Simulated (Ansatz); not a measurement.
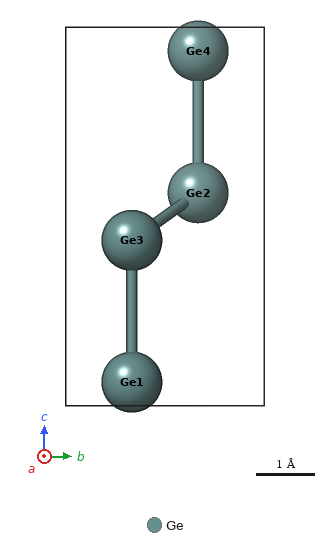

*The starting structure (ball-and-stick view of the cell of the calculation, along the a axis; atoms are numbered from 1 in the order of the input). An atom can appear more than once, as a periodic image.*

Near neighbours in the periodic cell (some may lie outside the picture): Ge has 4 Ge at 2.45 to 2.47 Å.

**Run report: Ge, geometry relaxation**

System: Ge (P6₃/mmc, 4 atoms in the cell).
Method: DFT PBEsol, scalar-relativistic, plane waves, PAW, no spin polarisation (Ansatz 0.2.0).

The structure derives from a Materials Project entry. Figures and captions count atoms from 1; the log counts them from 0 in places.

The program's output
```
Engine: ansatz 0.2.0, aarch64-unknown-linux-gnu
Pseudopotentials: kind: paw
Pseudopotential: Ge, paw, valence charge 14, recommended cutoff 420 eV (normal), Ge.paw.azcp
Functional definition: PBEsol
  exchange = pbesol_x
  correlation = pbesol_c
Crystal: 4 atoms, lattice volume = 91.333 Å³
Basis set: ecut = 420 eV, 1763 PW (Γ), exchange–correlation on 54×54×90 points (8 copies of the dense FFT grid, shifted against one another)
Bands: 34, of which v1, the nominal top of the filled ones, is band 28 counted from 1 (27 counted from 0)
Symmetry: 24 space group operations
Space group: P63/mmc (ITA 194), of the structure as read, at distance tolerance 4.5e-5 Å
k-points: 76 of 864
Non-local potential: Ge, projectors of the file, l = 0: 2, l = 1: 2, l = 2: 3, l = 3: 1
PAW form: soft (Blöchl's): semilocal exchange-correlation on the pseudo side does not see the compensation charge
PAW frozen core: Ge, regenerated for the run's functional, and the local potential with it (the file was generated under x = pbe(κ = 0.804, μ = 0.2195149727645171), c = pbe(β = 0.06672455060314922))
PAW one-centre angular grid: Ge, 590 points (default); XC on 64 Gauss nodes
Initial density: superposition of atomic densities (neutral atoms: chi_scale 0, normalization atom), corrected by the library's trained network
Initial wavefunctions: pseudopotential atomic-orbital guess
Functional: x = pbesol(κ = 0.804, μ = 0.12345679012345678), c = pbesol(β = 0.046)
SCF iter   1: F=—  HF=-17013.926160 eV  |F-HF|=—  |Δ(HF+E_count)|=         —  Δρ=2.40e-3  dr2=6.09e-3  ethr=1.77e-3  ⟨swp⟩=6.4  Hψ=9577  notcnv=0
preconditioner: auto → LDOS  [metal: Δε(μ)=0.007 eV  Ē_g=22.478 eV  σ=0.010 eV  W_gap=0.37  n_scr=22 (ndim 8)  ℏωp=29.1 eV  f_vac=0.070  D(μ)=0.74/eV (n_scr^D=2)  β→1.0]
SCF iter   2: F=—  HF=-17013.923332 eV  |F-HF|=—  |Δ(HF+E_count)|=   2.83e-3  Δρ=8.27e-4  dr2=8.38e-4  ethr=1.09e-5  ⟨swp⟩=2.9  Hψ=5899  notcnv=0  defer=108
SCF iter   3: F=—  HF=-17013.922908 eV  |F-HF|=—  |Δ(HF+E_count)|=   4.24e-4  Δρ=4.11e-4  dr2=7.84e-5  ethr=1.50e-6  ⟨swp⟩=2.0  Hψ=4952  notcnv=0  defer=108
SCF iter   4: F=—  HF=-17013.922829 eV  |F-HF|=—  |Δ(HF+E_count)|=   7.97e-5  Δρ=6.36e-5  dr2=3.32e-6  ethr=1.40e-7  ⟨swp⟩=2.0  Hψ=4605  notcnv=0  defer=108
SCF iter   5: F=—  HF=-17013.922763 eV  |F-HF|=—  |Δ(HF+E_count)|=   6.56e-5  Δρ=1.58e-5  dr2=2.02e-7  ethr=5.92e-9  ⟨swp⟩=2.2  Hψ=4459  notcnv=0  defer=108
SCF iter   6: F=-17013.922763 eV  HF=-17013.922763 eV  |F-HF|=1.30e-8  |Δ(HF+E_count)|=   1.86e-8  Δρ=3.26e-6  dr2=5.53e-9  ethr=1.79e-10  ⟨swp⟩=10.9  Hψ=15756  notcnv=0
SCF 1 converged in 6 iterations: F = -17013.922763 eV  dr2 = 5.53e-9
  greatest PAW one-centre occupation: 0.998 electrons in one spin orbital (limit 2), on the Ge atom at site 3 (counted from 0), in its partial waves of l = 2
relax step   1: F+E_penalty+E_count = -17013.92276296 eV  Δ(F+E_penalty+E_count) = +0.000e0 eV  max|allowed force component| = 2.134e-4 eV/Å  Δτ_max = 0.0000 Å  P = -0.047 GPa  Ω = 91.333 Å³  (6 SCF iters, dr2 threshold 1.00e-7 eV, accepted)
Crystal: 4 atoms, lattice volume = 91.280 Å³
Basis set: ecut = 420 eV, 1787 PW (Γ), exchange–correlation on 54×54×90 points (8 copies of the dense FFT grid, shifted against one another)
Initial density: handed on by an earlier stage of this run
Initial wavefunctions: those handed on with the density
iter 1 solved again at ethr=9.10e-9 eV; its pass at ethr=3.10e-3 eV (dr2=5.10e-6 eV) is discarded
SCF iter   1: F=—  HF=-17013.922862 eV  |F-HF|=—  |Δ(HF+E_count)|=         —  Δρ=9.27e-5  dr2=6.78e-6  ethr=9.10e-9  ⟨swp⟩=3.4  Hψ=14059  notcnv=0
preconditioner: auto → LDOS  [insulator: Δε(μ)=0.160 eV  Ē_g=22.533 eV  σ=0.010 eV  W_gap=0.57  n_scr=22 (ndim 8)  ℏωp=29.1 eV  f_vac=0.065  D(μ)=0.77/eV (n_scr^D=2)  ε∞_Penn≈2.7  β→1.0]
SCF iter   2: F=—  HF=-17013.922795 eV  |F-HF|=—  |Δ(HF+E_count)|=   6.69e-5  Δρ=3.25e-5  dr2=1.76e-6  ethr=9.10e-9  ⟨swp⟩=2.3  Hψ=4620  notcnv=0
SCF iter   3: F=—  HF=-17013.922795 eV  |F-HF|=—  |Δ(HF+E_count)|=   7.70e-7  Δρ=6.32e-6  dr2=4.45e-8  ethr=3.14e-9  ⟨swp⟩=2.0  Hψ=4572  notcnv=0
SCF iter   4: F=-17013.922795 eV  HF=-17013.922795 eV  |F-HF|=9.28e-10  |Δ(HF+E_count)|=   1.53e-8  Δρ=8.57e-7  dr2=5.70e-10  ethr=7.05e-11  ⟨swp⟩=7.3  Hψ=14406  notcnv=0
SCF 2 converged in 4 iterations: F = -17013.922795 eV  dr2 = 5.70e-10
relax step   2: F+E_penalty+E_count = -17013.92279456 eV  Δ(F+E_penalty+E_count) = -3.160e-5 eV  max|allowed force component| = 4.447e-3 eV/Å  Δτ_max = 0.0008 Å  P = -0.020 GPa  Ω = 91.280 Å³  energy of the carried Pulay correction = +8.197e-6 eV  (4 SCF iters, dr2 threshold 3.95e-8 eV, accepted)
Initial wavefunctions: pseudopotential atomic-orbital guess (no wavefunctions were taken with the density)
iter 1 solved again at ethr=2.97e-7 eV; its pass at ethr=3.10e-3 eV (dr2=1.66e-4 eV) is discarded
SCF iter   1: F=—  HF=-17013.922060 eV  |F-HF|=—  |Δ(HF+E_count)|=         —  Δρ=4.01e-4  dr2=3.09e-6  ethr=2.97e-7  ⟨swp⟩=3.0  Hψ=15439  notcnv=0
preconditioner: auto → LDOS  [insulator: Δε(μ)=0.159 eV  Ē_g=22.533 eV  σ=0.010 eV  W_gap=0.54  n_scr=22 (ndim 8)  ℏωp=29.1 eV  f_vac=0.065  D(μ)=0.77/eV (n_scr^D=2)  ε∞_Penn≈2.7  β→1.0]
SCF iter   2: F=—  HF=-17013.922787 eV  |F-HF|=—  |Δ(HF+E_count)|=   7.27e-4  Δρ=6.91e-6  dr2=9.36e-8  ethr=5.51e-9  ⟨swp⟩=2.0  Hψ=3159  notcnv=0
SCF iter   3: F=—  HF=-17013.922787 eV  |F-HF|=—  |Δ(HF+E_count)|=   1.59e-8  Δρ=1.43e-6  dr2=1.91e-9  ethr=1.67e-10  ⟨swp⟩=2.0  Hψ=3193  notcnv=0
SCF iter   4: F=—  HF=-17013.922787 eV  |F-HF|=—  |Δ(HF+E_count)|=  8.04e-10  Δρ=5.73e-7  dr2=2.30e-10  ethr=3.41e-12  ⟨swp⟩=2.0  Hψ=4713  notcnv=0
SCF iter   5: F=-17013.922787 eV  HF=-17013.922787 eV  |F-HF|=2.18e-11  |Δ(HF+E_count)|=  2.29e-10  Δρ=1.17e-7  dr2=8.26e-12  ethr=1.00e-12  ⟨swp⟩=5.4  Hψ=11460  notcnv=0
SCF 3 converged in 5 iterations: F = -17013.922787 eV  dr2 = 8.26e-12
relax step   3: F+E_penalty+E_count = -17013.92278709 eV  Δ(F+E_penalty+E_count) = +7.467e-6 eV  max|allowed force component| = 4.450e-3 eV/Å  Δτ_max = 0.0000 Å  P = -0.021 GPa  Ω = 91.280 Å³  stress off target by 3.35e-2 GPa  SCF on the basis re-selected at this cell (its energy is not comparable with the rows above)  (5 SCF iters)
```

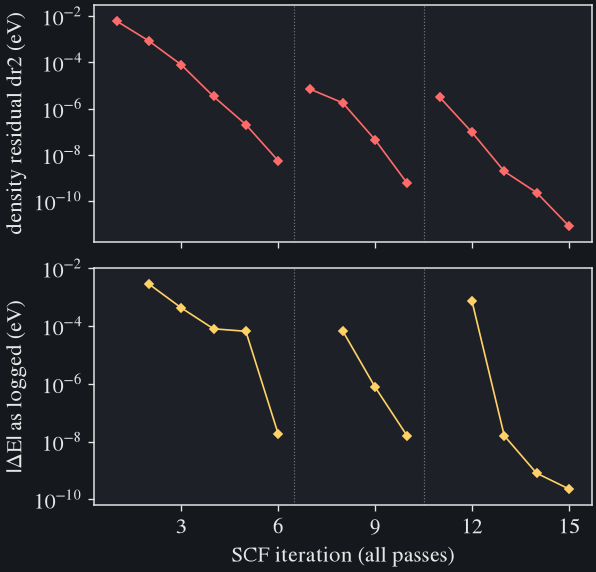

*Convergence of the self-consistent field: density residual dr2 and size of the energy change against the SCF iteration. The dotted lines part the SCF passes of the relaxation: geometry steps, rejected trials and re-solves on a re-selected basis.*

The passes take 6, 4 and 5 iterations.

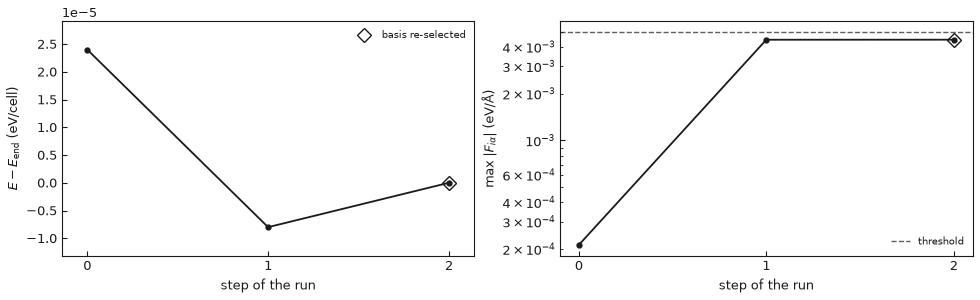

*Progress of the relaxation, step by step (the first geometry is step 0 here and step 1 in the log).*

The energy falls by next to nothing (0.0 meV per cell of the calculation) in 1 geometry step. Largest force component: 0.00021 eV/Å at the start, 0.0044 eV/Å at the end. Pressure: −0.05 GPa at the start and −0.02 GPa at the end. No atom moves by more than 0.005 Å relative to the cell. Cell: a = b 3.998 → 3.999 Å (0.0 %), c 6.599 → 6.592 Å (−0.1 %). Volume −0.1 %. The space group stays P6_3/mmc (No. 194). A last SCF at the same geometry on a re-selected plane-wave basis shifts the energy by +0.0 meV per cell of the calculation. (Atoms are counted from 1 in the order of the input.)

```
basis re-selected at this cell: Δ(F+E_penalty+E_count) = +7.467e-6 eV, ΔP = -0.000 GPa vs the last step (what re-selecting the basis moved, of the pressure what is left beyond the Pulay correction that the steps carried, after the strain that the cell walked since its last selection, with what the two solves' SCF thresholds leave and, on support functions, any second-order correction that the steps lacked; it is no measure of the basis error at this ecutwfc). This SCF's stress stands 3.35e-2 GPa from its target on what of the cell is left free (relax.cell.stress_tol is 5.00e-2 GPa) and its largest allowed force component is 4.45e-3 eV/Å (relax.f_tol is 5.00e-3 eV/Å): within both
SCF converged after 5 iterations
Free energy (F): -17013.922787 eV
Harris-Foulkes:  -17013.922787 eV  (|F-HF|=2.18e-11)
Internal energy: -17013.922749 eV  (E = F + TS)
E sigma→0 (E₀):  -17013.922768 eV
Entropy (-TS):   -0.000038 eV (-0.010 meV/atom)
Fermi energy:    8.346308 eV
--- Per-component energies (eV) ---
  E_band       = -610.248252
  E_kinetic    = 446.069340
  E_local      = -9925.891073  (includes V_loc(G=0)·N_el)
  E_nonlocal   = 1680.725662
  E_hartree    = 4350.626963
  E_xc         = -299.770826
  E_vxc        = -258.805367  (∫ρ·V_xc dr)
  E_paw        = -7916.690875  (= ΣΔE_a)
  E_vpaw       = -1253.601883  (= ΣTr[D̂ρ^β])
  E_aug_tail   = 0.001302  (compensation charges beyond the density's cutoff)
  E_ewald      = -5352.664986
  E_core_change = 3.671745  (= ΣΔE_core)
  E_smearing   = -0.000038  (= −TS)
  E_closure    = 0.000000  (closes the sum)
  Σ components = -17013.922787   (vs F -17013.922787, Δ=0.00e0)
--- Forces (eV/Å), atoms counted from 1 ---
  atom   1  Ge     0.00000000     0.00000000     0.00444974
  atom   2  Ge     0.00000000    -0.00000000     0.00444974
  atom   3  Ge    -0.00000000     0.00000000    -0.00444974
  atom   4  Ge     0.00000000    -0.00000000    -0.00444974
  max |Σ_I F_I| component: 4.63e-17 eV/Å
--- Stress (GPa, compression-positive) ---
       -0.033529       0.000000       0.000000
        0.000000      -0.033529       0.000000
        0.000000       0.000000       0.005122
  P = ⅓ Tr σ = -0.0206 GPa (-0.206 kbar)
--- Band table (eV; the first three rows and the last of 76) ---
  k-point 0: bands = ["-16.5027", "-16.5027", "-16.4652", "-16.4646", "-16.4646", "-16.4512", "-16.4392", "-16.4392", "-16.3869", "-16.3869", "-16.2628", "-16.2628", "-16.2494", "-16.2325", "-16.2297", "-16.2297", "-16.2113", "-16.2113", "-16.1819", "-16.1819", "-4.4116", "-2.3579", "0.7534", "6.8965", "6.8965", "8.2284", "8.2372", "8.3456", "8.5045", "8.5045", "10.6190", "10.6190", "11.1185", "12.9138"]
  k-point 1: bands = ["-16.5008", "-16.5008", "-16.4690", "-16.4690", "-16.4640", "-16.4518", "-16.4344", "-16.4344", "-16.3904", "-16.3904", "-16.2602", "-16.2602", "-16.2486", "-16.2340", "-16.2319", "-16.2319", "-16.2088", "-16.2088", "-16.1836", "-16.1836", "-4.3277", "-2.6255", "1.1904", "6.6891", "6.9704", "6.9704", "8.3188", "8.3258", "8.3258", "9.5252", "10.7972", "10.7972", "11.2012", "12.7182"]
  k-point 2: bands = ["-16.4954", "-16.4954", "-16.4779", "-16.4779", "-16.4607", "-16.4537", "-16.4240", "-16.4240", "-16.3997", "-16.3997", "-16.2534", "-16.2534", "-16.2462", "-16.2377", "-16.2375", "-16.2375", "-16.2027", "-16.2027", "-16.1884", "-16.1884", "-4.0792", "-3.1600", "2.2280", "5.0824", "7.1863", "7.1863", "7.9353", "7.9353", "8.5860", "9.4991", "11.2111", "11.2111", "12.2586", "12.2586"]
  k-point 75: bands = ["-16.5189", "-16.5189", "-16.4956", "-16.4956", "-16.4297", "-16.4297", "-16.3652", "-16.3652", "-16.3415", "-16.3415", "-16.3245", "-16.3245", "-16.2887", "-16.2887", "-16.2579", "-16.2579", "-16.1842", "-16.1842", "-16.1591", "-16.1591", "-1.3023", "-1.3023", "0.2104", "0.2104", "4.0728", "4.0728", "6.3678", "6.3678", "9.5905", "9.5905", "12.4406", "12.4406", "14.1285", "14.1285"]
--- Relaxed structure (2 steps of the walk, 2 accepted, 1 SCFs on fresh bases) ---
  F+E_penalty+E_count = -17013.92278709 eV   max|allowed force component| = 4.450e-3 eV/Å   (the final SCF, on the basis selected at the relaxed cell)
  cell:  # Å, volume = 91.2802 Å³
    - [3.998640961579016, 2.8875122923540885e-11, 0.0]
    - [-1.9993204808145144, 3.462924653326026, 0.0]
    - [0.0, 0.0, 6.592060895427188]
  atoms:
    - { symbol: Ge, position: [0.6666666666666666, 0.3333333333333333, 0.0627779678881757] }
    - { symbol: Ge, position: [0.33333333333333326, 0.6666666666666665, 0.5627779678881757] }
    - { symbol: Ge, position: [0.6666666666666666, 0.3333333333333333, 0.43722203211182425] }
    - { symbol: Ge, position: [0.33333333333333326, 0.6666666666666665, 0.9372220321118243] }
```

Trajectory as extended XYZ (Å, eV, eV/Å), 3 frames, from step=1 to step=3
```
4
Lattice="3.9976 0.0000 0.0000 -1.9988 3.4620 0.0000 0.0000 0.0000 6.5994" Properties=species:S:1:pos:R:3:forces:R:3 step=1 energy=-17013.92276 pressure_GPa=-0.05
Ge    1.9988    1.1540    0.4151    0.0000   0.0000   0.0002
Ge    0.0000    2.3080    3.7148    0.0000   0.0000   0.0002
Ge    1.9988    1.1540    2.8846    0.0000   0.0000  -0.0002
Ge    0.0000    2.3080    6.1843    0.0000   0.0000  -0.0002
4
Lattice="3.9986 0.0000 0.0000 -1.9993 3.4629 0.0000 0.0000 0.0000 6.5921" Properties=species:S:1:pos:R:3:forces:R:3 step=2 energy=-17013.92279 pressure_GPa=-0.02
Ge    1.9993    1.1543    0.4138    0.0000   0.0000   0.0044
Ge    0.0000    2.3086    3.7099    0.0000   0.0000   0.0044
Ge    1.9993    1.1543    2.8822    0.0000   0.0000  -0.0044
Ge    0.0000    2.3086    6.1782    0.0000   0.0000  -0.0044
4
Lattice="3.9986 0.0000 0.0000 -1.9993 3.4629 0.0000 0.0000 0.0000 6.5921" Properties=species:S:1:pos:R:3:forces:R:3 step=3 energy=-17013.92279 pressure_GPa=-0.02
Ge    1.9993    1.1543    0.4138    0.0000   0.0000   0.0044
Ge    0.0000    2.3086    3.7099    0.0000   0.0000   0.0044
Ge    1.9993    1.1543    2.8822    0.0000   0.0000  -0.0044
Ge    0.0000    2.3086    6.1782    0.0000   0.0000  -0.0044
```

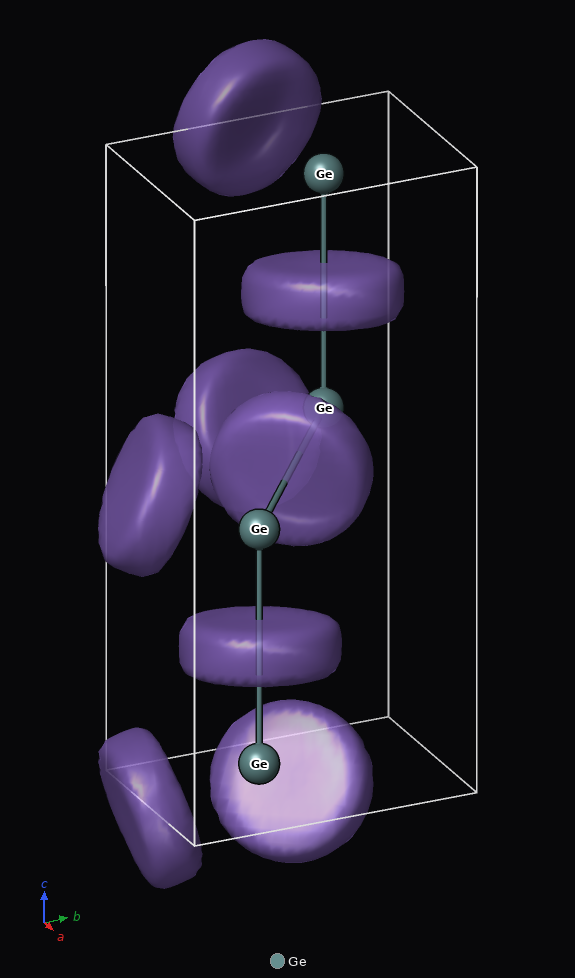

*Isosurface of the ELF at 0.55 (purple), seen slightly off an axis. Only the valence region is drawn (cores and ρ < 0.01 e/Å³ removed). Sticks mark near contacts. The outline is the cell set on symmetry axes.*

Along the contacts the grid gives the following. Core electrons are frozen (PAW), so the fields are smoothed inside the atomic spheres.

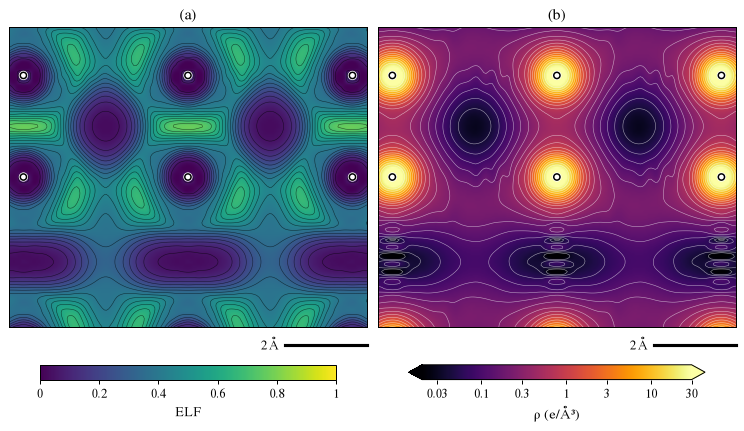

*(a) electron localisation function; (b) valence pseudo-density on the (010) plane of the conventional cell. Circles mark the nuclei in the plane (Ge).*

The density dies away to nearly zero in the voids.

This output came from the following input.

The input
```yaml
crystal:
  lattice:
    - [3.9975858431, 0.0, 0.0]
    - [-1.9987929216, 3.462010894, 0.0]
    - [0.0, 0.0, 6.59937795]
  atoms:
    - { symbol: Ge, position: [0.66666667, 0.33333333, 0.06290125] }
    - { symbol: Ge, position: [0.33333333, 0.66666667, 0.56290125] }
    - { symbol: Ge, position: [0.66666667, 0.33333333, 0.43709875] }
    - { symbol: Ge, position: [0.33333333, 0.66666667, 0.93709875] }
basis:
  ecutwfc: 420
kpoints:
  mp_grid: { grid: [12, 12, 6] }
hamiltonian:
  xc: pbesol
scf:
  occupations: { method: gaussian, width: 0.01 }
output:
  forces: true
  stress: true
  eigenvalues: true
  write_density: true
  write_potential: true
  elf: true
  volumetric_format: npy
relax:
  adjacent_minimum: "off"
  f_tol: 0.005
  max_steps: 80
  cell: { stress_tol: 0.05 }
```

Command:
```bash
ansatz run input.yaml --threads 2 --pin off --max-ram 5120MiB --backend cpu --events-out ev --progress --plain --runs-dir out
```

Key numbers

```csv
quantity,value
outcome,converged
space group (tolerance 0.01 Å),P6₃/mmc (194)
electrons treated,56
free energy,−17013.9228 eV
Fermi energy,8.346 eV
gap on the k-point mesh,none (metallic)
pressure,−0.02 GPa
final volume,91.28 Å³
largest force (length of the vector) at the end,0.004 eV/Å
final cell,"a = 3.999 Å, b = 3.999 Å, c = 6.592 Å, α = 90.00°, β = 90.00°, γ = 120.00°"
hardware,"2 threads of Arm Neoverse V2, 24 GiB of memory available, shared host"
wall time,16 s (CPU time 31 s)
peak memory,0.48 GiB
```
